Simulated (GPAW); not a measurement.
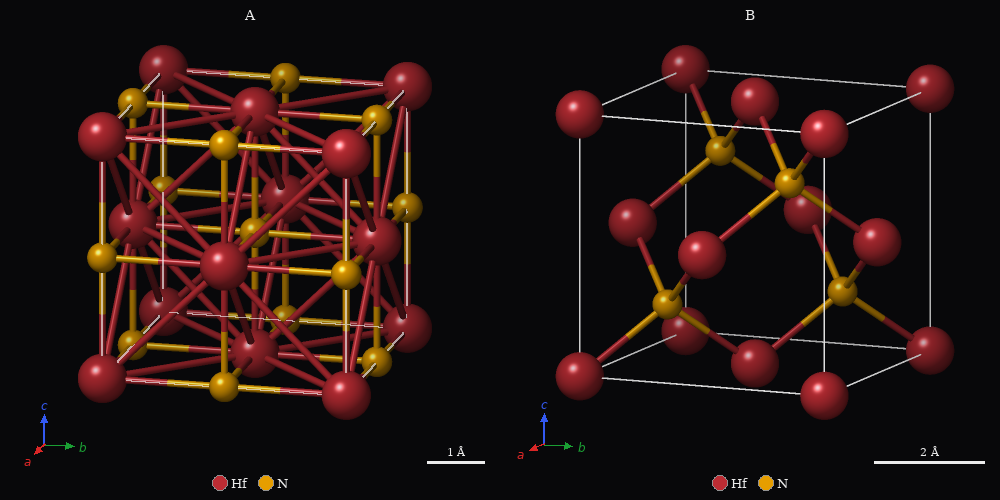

Two structures of HfN, each relaxed (cell and atoms) at zero pressure; conventional cells in solid outline, small ones repeated, each panel with its own scale. Alike in all runs: GPAW 26.7.0; functional PBEsol; dispersion D3(BJ); potentials PAW data sets generated in the run's folder for this functional; cutoff 800 eV; occupations fermi-dirac, width 0.05 eV; no spin polarisation; no spin-orbit coupling. The k meshes have like spacings.

Question: Name the structure in each panel.

Answer: A: rock salt (NaCl type), Fm-3m; B: zinc blende type, F-43m.

Question: Which of these is lowest in energy, and how far above it do the others lie?

Answer: A, then B (+448 meV/atom), static energies at zero smearing.

Question: Collect the results in a table.

Answer:
| panel | space group | E − E(lowest) (meV/atom) | volume (Å³/atom) |
| --- | --- | --- | --- |
| A | Fm-3m | 0 | 11.2 |
| B | F-43m | 448 | 14.2 |

The starts are database entries or structure types tried for this composition, and the most stable form need not be among them.

Caveat: later steps reuse the first step's grids; spin-orbit coupling is left out, which matters for Hf, if less for volumes and forces than for levels.
